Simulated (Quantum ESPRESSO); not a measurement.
# Dipole at the next field: 1T-TaS2, 1 layer

How the rows were computed: Quantum ESPRESSO 7.5, PBE, SG15 norm-conserving; sawtooth field along the normal with dipole correction, ions clamped, threshold 1e-9 Ry; cell area 9.901 Å².

| field (V/Å) | dipole (e Å a cell) |
| --- | --- |
| 0 | 0.00002 |
| 0.1 | 0.02719 |
| 0.2 | 0.05426 |

**Question.** What is the dipole at 0.3 V/Å, and what electrostatic thickness 4πα/A follows from the rows?

**Fit.** The slope is (0.05426 − (0.00002))/0.2 = 0.2712 e Å²/V, so 4πα/A = 180.95 × 0.2712/9.901 = 4.96 Å. Linear response gives p = 0.00002 + 0.2712 × (0.3) = 0.08138 e Å; a parabola through the three rows gives 0.08123.

**The withheld run.** p = 0.08142 e Å. The line misses by 0.0 % of the induced dipole and the parabola by 0.2 %. The response is linear over this range.

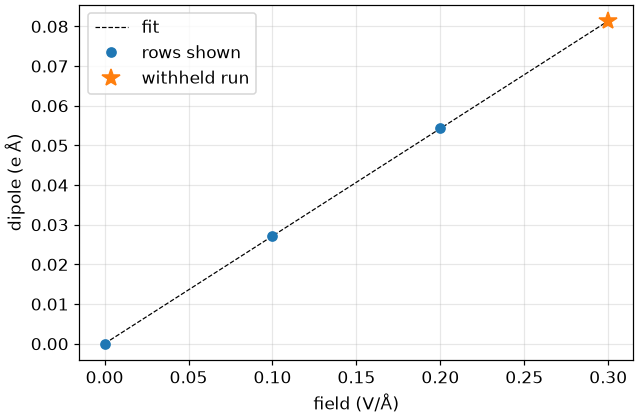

The rows shown, the fit and the withheld run.

Caveats: Electrons alone respond; local and semilocal functionals tend to overscreen.
